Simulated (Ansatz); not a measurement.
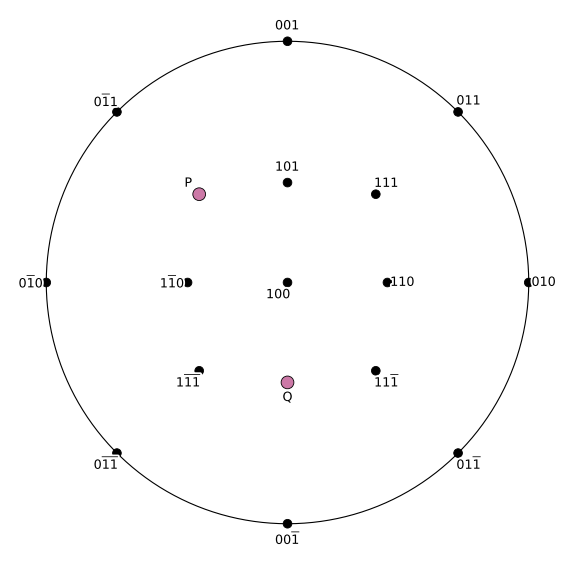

For EuS, a calculation's input that goes back to an entry of the Crystallography Open Database (an earlier step may have relaxed or displaced it): stereographic projection of plane normals (upper hemisphere) centred on (1 0 0). Symmetry computed with spglib at a tolerance of 0.002 Å; standard conventional cell.

a = 5.957 Å, b = 5.957 Å, c = 5.957 Å, α = 90.00°, β = 90.00°, γ = 90.00°.

> Index the poles marked P, Q.

P is (1 −1 1), 54.7° from the centre; Q is (1 0 −1), 45.0° from the centre.

> What is the angle between the normals of (0 1 −1) and (1 −1 −1), and what are their d_hkl = 1/|g|?

90.0°; d = 4.212 Å and 3.439 Å.
